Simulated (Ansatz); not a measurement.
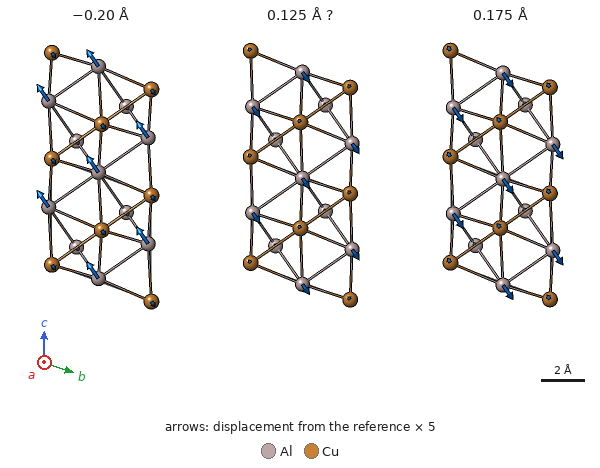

Energy scan for solid Al2Cu (P4/mmm), in which a normal mode of wave vector (0, 1/2, 1/2) of the primitive cell, folded into a doubled cell, (one arbitrary combination within a set of 3 degenerate modes) is frozen in with the cell fixed, the amplitude being the largest displacement of an atom. Style: ball-and-stick. Shown: the cell of the calculation, repeated 2 × 1 × 2 with one cell outlined, along the a axis. Blue arrows: displacements from the reference.

The calculation used DFT PBEsol, scalar-relativistic, plane waves, PAW in Ansatz. Set-up: plane-wave cutoff 420 eV; k-point mesh 12 × 10 × 10; occupations gaussian; smearing width 0.15 eV; no spin polarisation. Energies (free energies at the smearing named) are counted from the relaxed crystal.

| largest displacement (Å) | E − E(ref) (meV/cell) |
| --- | --- |
| −0.200 | 673 |
| −0.100 | 164 |
| 0.000 | 0 |
| 0.025 | 10 |
| 0.050 | 41 |
| 0.075 | 92 |
| 0.125 | ? |
| 0.150 | 373 |
| 0.175 | 511 |

Question: Estimate the missing energy from the other rows, and compare with the calculation.

Answer: A straight line between the two neighbours gives 279 meV/cell. A cubic through the four nearest rows (0.050, 0.075, 0.150, 0.175) gives, with Lagrange weights, (−0.2000)(41) + (0.5000)(92) + (1.0000)(373) + (−0.3000)(511) = 258 meV/cell. The calculation gives 257 meV/cell, so the cubic is 1 meV/cell too high and the straight line 22 meV/cell too high, as the curve bends upwards here.

The whole profile:

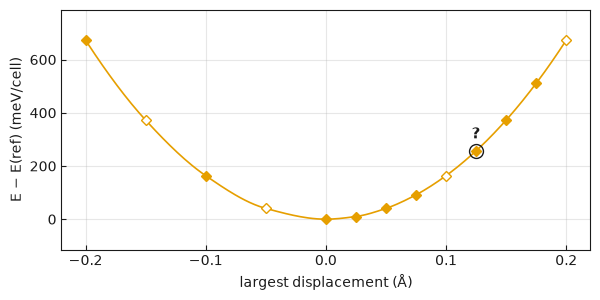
